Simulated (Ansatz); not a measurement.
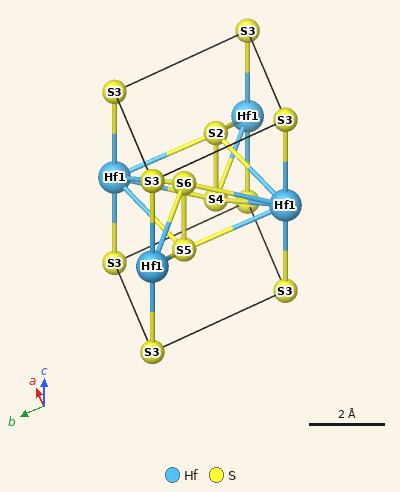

The structure as given in the input (ball-and-stick view of the cell of the calculation, seen at an oblique angle; atoms are numbered from 1 in the order of the input). An atom can appear more than once, as a periodic image.

Geometry relaxation of HfS5 (part 1 of 2)

- system: HfS5 (6 atoms in the cell)
- method: DFT PBE, scalar-relativistic, plane waves, PAW, no spin polarisation (Ansatz 0.2.0)

The structure was made by a generator, so it may or may not be a known phase. Figures and captions count atoms from 1; the log counts them from 0 in places.

What the program printed:
```
Engine: ansatz 0.2.0, x86_64-unknown-linux-gnu
Pseudopotentials: kind: paw
Pseudopotential: Hf, paw, valence charge 26, recommended cutoff 420 eV (normal), Hf.paw.azcp
Pseudopotential: S, paw, valence charge 6, recommended cutoff 420 eV (normal), S.paw.azcp
Functional definition: PBE
  parameter kappa = 0.804
  parameter beta = 0.06672455060314922
  exchange = pbe_x(kappa = kappa, mu = beta*pi^2/3)
  correlation = pbe_c(beta = beta)
Crystal: 6 atoms, lattice volume = 108.131 Å³
Basis set: ecut = 420 eV, 2081 PW (Γ), exchange–correlation on 72×72×72 points (8 copies of the dense FFT grid, shifted against one another)
Bands: 34, of which v1, the nominal top of the filled ones, is band 28 counted from 1 (27 counted from 0)
Symmetry: 24 space group operations
Space group: P6/mmm (ITA 191), of the structure as read, at distance tolerance 4.8e-5 Å
k-points: 95 of 1152
Non-local potential: Hf, projectors of the file, l = 0: 3, l = 1: 2, l = 2: 2, l = 3: 3
Non-local potential: S, projectors of the file, l = 0: 2, l = 1: 2, l = 2: 2
PAW form: soft (Blöchl's): semilocal exchange-correlation on the pseudo side does not see the compensation charge
PAW one-centre angular grid: Hf, 590 points (default); XC on 64 Gauss nodes
PAW one-centre angular grid: S, 110 points (default); XC on 64 Gauss nodes
Initial density: superposition of atomic densities (neutral atoms: chi_scale 0, normalization atom), corrected by the library's trained network
Initial wavefunctions: pseudopotential atomic-orbital guess
Functional: x = pbe(κ = 0.804, μ = 0.2195149727645171), c = pbe(β = 0.06672455060314922)
SCF iter   1: F=—  HF=-20232.124601 eV  |F-HF|=—  |Δ(HF+E_count)|=         —  Δρ=9.52e-3  dr2=3.03e-1  ethr=1.77e-3  ⟨swp⟩=6.4  Hψ=13233  notcnv=0
preconditioner: auto → Kerker (q_TF=auto, 2.445 Å⁻¹)  [metal: Δε(μ)=0.010 eV  Ē_g=10.520 eV  σ=0.100 eV  W_gap=0.06  n_scr=22 (ndim 8)  ℏωp=24.7 eV  f_vac=0.000  D(μ)=2.51/eV (n_scr^D=20)]
SCF iter   2: F=—  HF=-20232.077116 eV  |F-HF|=—  |Δ(HF+E_count)|=   4.75e-2  Δρ=4.07e-3  dr2=5.83e-2  ethr=5.41e-4  ⟨swp⟩=1.4  Hψ=4058  notcnv=0
SCF iter   3: F=—  HF=-20232.066109 eV  |F-HF|=—  |Δ(HF+E_count)|=   1.10e-2  Δρ=1.65e-3  dr2=8.06e-3  ethr=1.04e-4  ⟨swp⟩=2.3  Hψ=4062  notcnv=0
SCF iter   4: F=—  HF=-20232.065046 eV  |F-HF|=—  |Δ(HF+E_count)|=   1.06e-3  Δρ=9.09e-4  dr2=1.40e-3  ethr=1.44e-5  ⟨swp⟩=2.0  Hψ=5704  notcnv=0
SCF iter   5: F=—  HF=-20232.064101 eV  |F-HF|=—  |Δ(HF+E_count)|=   9.45e-4  Δρ=3.84e-4  dr2=1.95e-4  ethr=2.51e-6  ⟨swp⟩=2.0  Hψ=5734  notcnv=0
SCF iter   6: F=—  HF=-20232.064094 eV  |F-HF|=—  |Δ(HF+E_count)|=   6.92e-6  Δρ=1.06e-4  dr2=2.33e-5  ethr=3.48e-7  ⟨swp⟩=2.9  Hψ=5383  notcnv=0
SCF iter   7: F=—  HF=-20232.064095 eV  |F-HF|=—  |Δ(HF+E_count)|=   6.87e-7  Δρ=3.29e-5  dr2=2.89e-6  ethr=4.15e-8  ⟨swp⟩=2.0  Hψ=5858  notcnv=0  defer=58
SCF iter   8: F=—  HF=-20232.064096 eV  |F-HF|=—  |Δ(HF+E_count)|=   9.25e-7  Δρ=1.05e-5  dr2=1.57e-7  ethr=5.16e-9  ⟨swp⟩=2.0  Hψ=4522  notcnv=0  defer=58
SCF iter   9: F=-20232.064096 eV  HF=-20232.064096 eV  |F-HF|=4.43e-9  |Δ(HF+E_count)|=   1.68e-8  Δρ=3.49e-6  dr2=1.79e-8  ethr=1.79e-10  ⟨swp⟩=12.3  Hψ=22286  notcnv=0
SCF 1 converged in 9 iterations: F = -20232.064096 eV  dr2 = 1.79e-8
  greatest PAW one-centre occupation: 0.998 electrons in one spin orbital (limit 2), on the Hf atom at site 0 (counted from 0), in its partial waves of l = 3
relax step   1: F+E_penalty+E_count = -20232.06409562 eV  Δ(F+E_penalty+E_count) = +0.000e0 eV  max|allowed force component| = 1.608e-2 eV/Å  Δτ_max = 0.0000 Å  P = -0.247 GPa  Ω = 108.131 Å³  (9 SCF iters, dr2 threshold 1.00e-7 eV, accepted)
Crystal: 6 atoms, lattice volume = 107.562 Å³
Basis set: ecut = 420 eV, 2045 PW (Γ), exchange–correlation on 72×72×72 points (8 copies of the dense FFT grid, shifted against one another)
Initial density: handed on by an earlier stage of this run
Initial wavefunctions: those handed on with the density
iter 1 solved again at ethr=6.57e-6 eV; its pass at ethr=3.10e-3 eV (dr2=3.68e-3 eV) is discarded
SCF iter   1: F=—  HF=-20232.066494 eV  |F-HF|=—  |Δ(HF+E_count)|=         —  Δρ=1.11e-3  dr2=3.47e-3  ethr=6.57e-6  ⟨swp⟩=2.0  Hψ=15963  notcnv=0
preconditioner: auto → Kerker (q_TF=auto, 2.447 Å⁻¹)  [metal: Δε(μ)=0.010 eV  Ē_g=10.524 eV  σ=0.100 eV  W_gap=0.06  n_scr=22 (ndim 8)  ℏωp=24.8 eV  f_vac=0.000  D(μ)=2.21/eV (n_scr^D=20)]
SCF iter   2: F=—  HF=-20232.065892 eV  |F-HF|=—  |Δ(HF+E_count)|=   6.02e-4  Δρ=4.87e-4  dr2=6.12e-4  ethr=6.19e-6  ⟨swp⟩=1.9  Hψ=3552  notcnv=0
SCF iter   3: F=—  HF=-20232.065760 eV  |F-HF|=—  |Δ(HF+E_count)|=   1.32e-4  Δρ=1.95e-4  dr2=9.82e-5  ethr=1.09e-6  ⟨swp⟩=2.0  Hψ=5030  notcnv=0
SCF iter   4: F=—  HF=-20232.065704 eV  |F-HF|=—  |Δ(HF+E_count)|=   5.59e-5  Δρ=1.09e-4  dr2=2.50e-5  ethr=1.75e-7  ⟨swp⟩=2.0  Hψ=5746  notcnv=0
SCF iter   5: F=—  HF=-20232.065701 eV  |F-HF|=—  |Δ(HF+E_count)|=   3.61e-6  Δρ=3.33e-5  dr2=1.37e-6  ethr=4.46e-8  ⟨swp⟩=2.0  Hψ=5896  notcnv=0
SCF iter   6: F=-20232.065700 eV  HF=-20232.065700 eV  |F-HF|=1.79e-7  |Δ(HF+E_count)|=   1.22e-7  Δρ=9.05e-6  dr2=2.89e-7  ethr=8.76e-10  ⟨swp⟩=9.3  Hψ=25646  notcnv=0
SCF 2 converged in 6 iterations: F = -20232.065700 eV  dr2 = 2.89e-7
  Residual-converged pass: ⟨swp⟩=1.0  Hψ=3610  notcnv=0  max |occ|·‖R‖ = 7.1e-9 eV (tolerance 1.0e-8 eV)  dr2=2.89e-7  dr2_onsite=5.14e-8  max |Δocc| = 1.5e-10
relax step   2: F+E_penalty+E_count = -20232.06570026 eV  Δ(F+E_penalty+E_count) = -1.605e-3 eV  max|allowed force component| = 2.020e-2 eV/Å  Δτ_max = 0.0030 Å  P = +0.166 GPa  Ω = 107.562 Å³  energy of the carried Pulay correction = +6.014e-5 eV  (6 SCF iters, dr2 threshold 4.91e-7 eV, accepted)
Crystal: 6 atoms, lattice volume = 107.992 Å³
Basis set: ecut = 420 eV, 2071 PW (Γ), exchange–correlation on 72×72×72 points (8 copies of the dense FFT grid, shifted against one another)
iter 1 solved again at ethr=8.68e-7 eV; its pass at ethr=3.10e-3 eV (dr2=4.86e-4 eV) is discarded
SCF iter   1: F=—  HF=-20232.066015 eV  |F-HF|=—  |Δ(HF+E_count)|=         —  Δρ=6.22e-4  dr2=5.31e-4  ethr=8.68e-7  ⟨swp⟩=3.0  Hψ=16729  notcnv=0
preconditioner: auto → Kerker (q_TF=auto, 2.445 Å⁻¹)  [metal: Δε(μ)=0.028 eV  Ē_g=10.520 eV  σ=0.100 eV  W_gap=0.16  n_scr=22 (ndim 8)  ℏωp=24.8 eV  f_vac=0.000  D(μ)=2.22/eV (n_scr^D=20)]
SCF iter   2: F=—  HF=-20232.065912 eV  |F-HF|=—  |Δ(HF+E_count)|=   1.03e-4  Δρ=3.79e-4  dr2=2.11e-4  ethr=8.68e-7  ⟨swp⟩=1.1  Hψ=3244  notcnv=0
SCF iter   3: F=—  HF=-20232.065790 eV  |F-HF|=—  |Δ(HF+E_count)|=   1.23e-4  Δρ=9.21e-5  dr2=2.07e-5  ethr=3.76e-7  ⟨swp⟩=2.1  Hψ=4983  notcnv=0
SCF iter   4: F=—  HF=-20232.065787 eV  |F-HF|=—  |Δ(HF+E_count)|=   2.62e-6  Δρ=5.47e-5  dr2=4.77e-6  ethr=3.70e-8  ⟨swp⟩=2.0  Hψ=5867  notcnv=0
SCF iter   5: F=—  HF=-20232.065787 eV  |F-HF|=—  |Δ(HF+E_count)|=   6.43e-8  Δρ=2.61e-5  dr2=1.45e-6  ethr=8.52e-9  ⟨swp⟩=2.1  Hψ=5674  notcnv=0
SCF iter   6: F=-20232.065787 eV  HF=-20232.065787 eV  |F-HF|=2.17e-8  |Δ(HF+E_count)|=   2.77e-7  Δρ=8.77e-6  dr2=1.77e-7  ethr=7.60e-10  ⟨swp⟩=6.3  Hψ=22095  notcnv=0
SCF 3 converged in 6 iterations: F = -20232.065787 eV  dr2 = 1.77e-7
relax step   3: F+E_penalty+E_count = -20232.06578723 eV  Δ(F+E_penalty+E_count) = -8.698e-5 eV  max|allowed force component| = 1.478e-2 eV/Å  Δτ_max = 0.0052 Å  P = -0.095 GPa  Ω = 107.992 Å³  energy of the carried Pulay correction = +1.470e-5 eV  (6 SCF iters, dr2 threshold 4.26e-7 eV, accepted)
Crystal: 6 atoms, lattice volume = 107.775 Å³
Basis set: ecut = 420 eV, 2069 PW (Γ), exchange–correlation on 72×72×72 points (8 copies of the dense FFT grid, shifted against one another)
iter 1 solved again at ethr=1.84e-7 eV; its pass at ethr=3.10e-3 eV (dr2=1.03e-4 eV) is discarded
SCF iter   1: F=—  HF=-20232.066062 eV  |F-HF|=—  |Δ(HF+E_count)|=         —  Δρ=2.59e-4  dr2=1.10e-4  ethr=1.84e-7  ⟨swp⟩=2.9  Hψ=16062  notcnv=0
preconditioner: auto → Kerker (q_TF=auto, 2.446 Å⁻¹)  [metal: Δε(μ)=0.023 eV  Ē_g=10.523 eV  σ=0.100 eV  W_gap=0.13  n_scr=22 (ndim 8)  ℏωp=24.8 eV  f_vac=0.000  D(μ)=2.22/eV (n_scr^D=20)]
SCF iter   2: F=—  HF=-20232.066044 eV  |F-HF|=—  |Δ(HF+E_count)|=   1.77e-5  Δρ=1.53e-4  dr2=3.92e-5  ethr=1.84e-7  ⟨swp⟩=1.6  Hψ=3341  notcnv=0
SCF iter   3: F=—  HF=-20232.065996 eV  |F-HF|=—  |Δ(HF+E_count)|=   4.82e-5  Δρ=4.79e-5  dr2=6.12e-6  ethr=6.99e-8  ⟨swp⟩=2.0  Hψ=5199  notcnv=0
SCF iter   4: F=—  HF=-20232.065993 eV  |F-HF|=—  |Δ(HF+E_count)|=   2.60e-6  Δρ=2.75e-5  dr2=1.57e-6  ethr=1.09e-8  ⟨swp⟩=2.0  Hψ=5775  notcnv=0
SCF iter   5: F=—  HF=-20232.065994 eV  |F-HF|=—  |Δ(HF+E_count)|=   6.79e-8  Δρ=1.16e-5  dr2=2.54e-7  ethr=2.81e-9  ⟨swp⟩=2.0  Hψ=5242  notcnv=0
SCF iter   6: F=-20232.065994 eV  HF=-20232.065994 eV  |F-HF|=3.90e-9  |Δ(HF+E_count)|=   7.42e-8  Δρ=3.88e-6  dr2=2.93e-8  ethr=9.03e-11  ⟨swp⟩=6.1  Hψ=21321  notcnv=0
SCF 4 converged in 6 iterations: F = -20232.065994 eV  dr2 = 2.93e-8
relax step   4: F+E_penalty+E_count = -20232.06599359 eV  Δ(F+E_penalty+E_count) = -2.064e-4 eV  max|allowed force component| = 9.261e-3 eV/Å  Δτ_max = 0.0025 Å  P = +0.015 GPa  Ω = 107.775 Å³  energy of the carried Pulay correction = +3.764e-5 eV  (6 SCF iters, dr2 threshold 5.06e-8 eV, accepted)
Crystal: 6 atoms, lattice volume = 107.756 Å³
iter 1 solved again at ethr=2.13e-8 eV; its pass at ethr=3.10e-3 eV (dr2=1.19e-5 eV) is discarded
SCF iter   1: F=—  HF=-20232.066041 eV  |F-HF|=—  |Δ(HF+E_count)|=         —  Δρ=5.80e-5  dr2=1.13e-5  ethr=2.13e-8  ⟨swp⟩=2.1  Hψ=14199  notcnv=0
preconditioner: auto → Kerker (q_TF=auto, 2.446 Å⁻¹)  [metal: Δε(μ)=0.008 eV  Ē_g=10.522 eV  σ=0.100 eV  W_gap=0.04  n_scr=22 (ndim 8)  ℏωp=24.8 eV  f_vac=0.000  D(μ)=2.21/eV (n_scr^D=20)]
SCF iter   2: F=—  HF=-20232.066000 eV  |F-HF|=—  |Δ(HF+E_count)|=   4.06e-5  Δρ=2.76e-5  dr2=2.74e-6  ethr=2.02e-8  ⟨swp⟩=1.9  Hψ=3449  notcnv=0
SCF iter   3: F=—  HF=-20232.066002 eV  |F-HF|=—  |Δ(HF+E_count)|=   2.07e-6  Δρ=1.11e-5  dr2=4.69e-7  ethr=4.89e-9  ⟨swp⟩=2.1  Hψ=5075  notcnv=0
SCF iter   4: F=—  HF=-20232.066002 eV  |F-HF|=—  |Δ(HF+E_count)|=   1.29e-7  Δρ=7.11e-6  dr2=1.45e-7  ethr=8.38e-10  ⟨swp⟩=2.0  Hψ=5620  notcnv=0
SCF iter   5: F=—  HF=-20232.066002 eV  |F-HF|=—  |Δ(HF+E_count)|=   3.92e-8  Δρ=2.81e-6  dr2=8.90e-9  ethr=2.58e-10  ⟨swp⟩=2.0  Hψ=5325  notcnv=0
SCF iter   6: F=-20232.066002 eV  HF=-20232.066002 eV  |F-HF|=2.11e-10  |Δ(HF+E_count)|=   2.34e-9  Δρ=9.35e-7  dr2=1.53e-9  ethr=1.13e-11  ⟨swp⟩=6.9  Hψ=17365  notcnv=0
SCF 5 converged in 6 iterations: F = -20232.066002 eV  dr2 = 1.53e-9
relax step   5: F+E_penalty+E_count = -20232.06600204 eV  Δ(F+E_penalty+E_count) = -8.450e-6 eV  max|allowed force component| = 1.321e-3 eV/Å  Δτ_max = 0.0004 Å  P = -0.000 GPa  Ω = 107.756 Å³  energy of the carried Pulay correction = +3.968e-5 eV  (6 SCF iters, dr2 threshold 6.34e-9 eV, accepted)
Initial wavefunctions: pseudopotential atomic-orbital guess (no wavefunctions were taken with the density)
iter 1 solved again at ethr=1.65e-7 eV; its pass at ethr=3.10e-3 eV (dr2=9.22e-5 eV) is discarded
SCF iter   1: F=—  HF=-20232.066010 eV  |F-HF|=—  |Δ(HF+E_count)|=         —  Δρ=6.21e-6  dr2=7.14e-9  ethr=1.65e-7  ⟨swp⟩=3.0  Hψ=22338  notcnv=0
eigensolver tolerance schedule: the retry pair's looser diagonalisation over-reported the residual by 12897.75 of it (diagonalisation noise at 2.17 of the residual, at the tolerance the schedule requests for it); recorded, not acted on — ethr = c·dr2/N_el stays at c = 1.0e-1
preconditioner: auto → Kerker (q_TF=auto, 2.446 Å⁻¹)  [metal: Δε(μ)=0.007 eV  Ē_g=10.523 eV  σ=0.100 eV  W_gap=0.04  n_scr=22 (ndim 8)  ℏωp=24.8 eV  f_vac=0.000  D(μ)=2.21/eV (n_scr^D=20)]
SCF iter   2: F=—  HF=-20232.065971 eV  |F-HF|=—  |Δ(HF+E_count)|=   3.86e-5  Δρ=3.43e-6  dr2=4.09e-9  ethr=1.28e-11  ⟨swp⟩=3.0  Hψ=8220  notcnv=0
SCF iter   3: F=—  HF=-20232.065971 eV  |F-HF|=—  |Δ(HF+E_count)|=   8.27e-9  Δρ=1.93e-6  dr2=1.16e-9  ethr=7.31e-12  ⟨swp⟩=2.1  Hψ=5468  notcnv=0
SCF iter   4: F=—  HF=-20232.065971 eV  |F-HF|=—  |Δ(HF+E_count)|=   4.29e-9  Δρ=5.63e-7  dr2=2.24e-10  ethr=2.07e-12  ⟨swp⟩=2.0  Hψ=5326  notcnv=0
SCF iter   5: F=—  HF=-20232.065971 eV  |F-HF|=—  |Δ(HF+E_count)|=  2.95e-10  Δρ=2.04e-7  dr2=7.88e-11  ethr=1.00e-12  ⟨swp⟩=2.0  Hψ=5868  notcnv=0
SCF iter   6: F=-20232.065971 eV  HF=-20232.065971 eV  |F-HF|=0.00e0  |Δ(HF+E_count)|=  2.55e-11  Δρ=6.97e-8  dr2=1.44e-11  ethr=1.00e-12  ⟨swp⟩=5.2  Hψ=13872  notcnv=0
SCF 6 converged in 6 iterations: F = -20232.065971 eV  dr2 = 1.44e-11
relax step   6: F+E_penalty+E_count = -20232.06597119 eV  Δ(F+E_penalty+E_count) = +3.085e-5 eV  max|allowed force component| = 1.314e-3 eV/Å  Δτ_max = 0.0000 Å  P = +0.000 GPa  Ω = 107.756 Å³  stress off target by 4.59e-3 GPa  SCF on the basis re-selected at this cell (its energy is not comparable with the rows above)  (6 SCF iters)
```

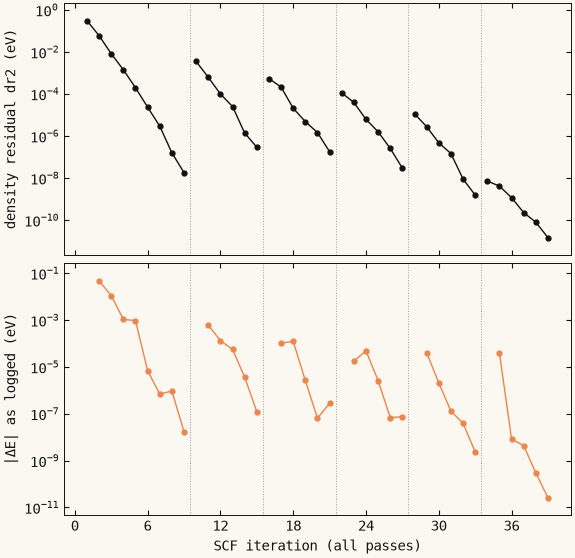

Convergence of the self-consistent field: density residual dr2 and size of the energy change against the SCF iteration. The dotted lines part the SCF passes of the relaxation: geometry steps, rejected trials and re-solves on a re-selected basis. The 6 passes take 6 to 9 iterations each, 39 in all.

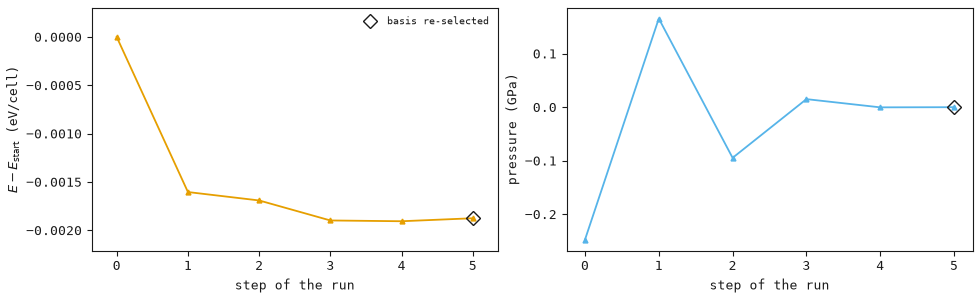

Progress of the relaxation, step by step (the first geometry is step 0 here and step 1 in the log).
